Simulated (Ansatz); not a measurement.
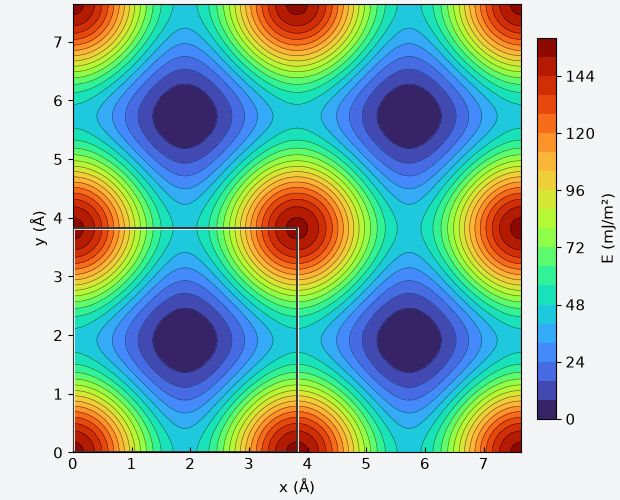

A bilayer of two SnO sheets (8 atoms in the cell). The upper layer of a bilayer is slid over the lower one; relaxed at each slide: nothing; the origin of the map has Sn5 above Sn4; the distance between the facing planes is held at 4.00 Å. Places are given modulo a cell vector. The map is drawn in real space over the plane of the slide. Grid: 8 × 8 points; 15 points were computed and 49 follow by symmetry. All energies are given in mJ/m² relative to the lowest grid point. At a held distance the lowest stacking need not be the one that binds best once the distance relaxes. Computed with DFT PBE+D3(BJ), scalar-relativistic, plane waves, PAW (Ansatz). Settings: cutoff 420 eV, k-mesh 7×7×1, gaussian smearing 0.05 eV, no spin polarisation.

In the figure: filled contours, the outline of one cell of the 2 × 2 shown. Between grid points the surface is interpolated.

The lowest grid point is at (4/8, 4/8) of the cell vectors. It is the only kind of minimum in the scanned range. The highest grid point, (0/8, 0/8) of the cell vectors, lies 155 mJ/m² above the lowest. On the interpolated surface the easiest way out of the lowest well to its copy in the next cell or period passes a barrier of about 45 mJ/m². Facing atoms of the upper layer at the lowest point: Sn above Sn of a deeper plane, the O behind them above O; at the highest: Sn above Sn, the O behind them above O.

The scan is repeated with another setting: the distance between the facing planes is held at 4.20 Å; all else is set up alike.

What does this change do to the map?

The lowest place stays at (4/8, 4/8) of the cell vectors. The span from the lowest to the highest grid point shrinks from 155 to 95 mJ/m². The easiest pass out of the lowest well goes from about 45 to about 29 mJ/m² on the interpolated surfaces. Further apart, the short-range repulsion between facing atoms, which depends on the stacking, fades. In the new map: facing atoms of the upper layer at the lowest point: Sn above Sn of a deeper plane, the O behind them above O; at the highest: Sn above Sn, the O behind them above O.

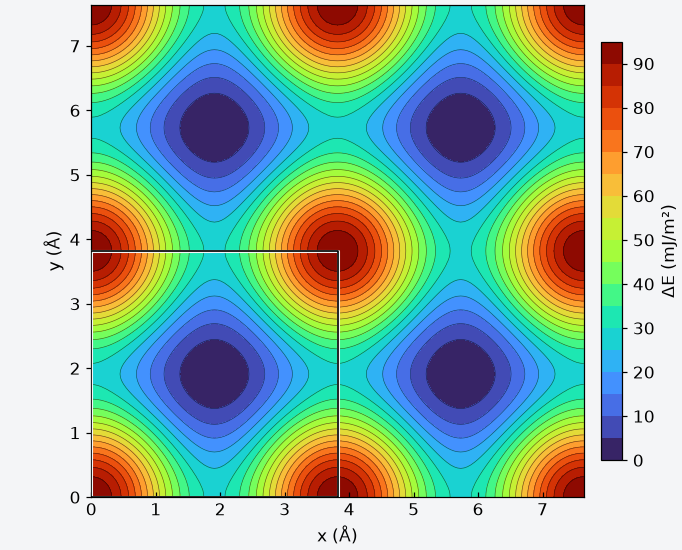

The map after the change, on a colour scale of its own. The picture shows filled contours, the outline of one cell of the 2 × 2 shown. Between grid points the surface is interpolated.

PAW datasets: the set soft_1.
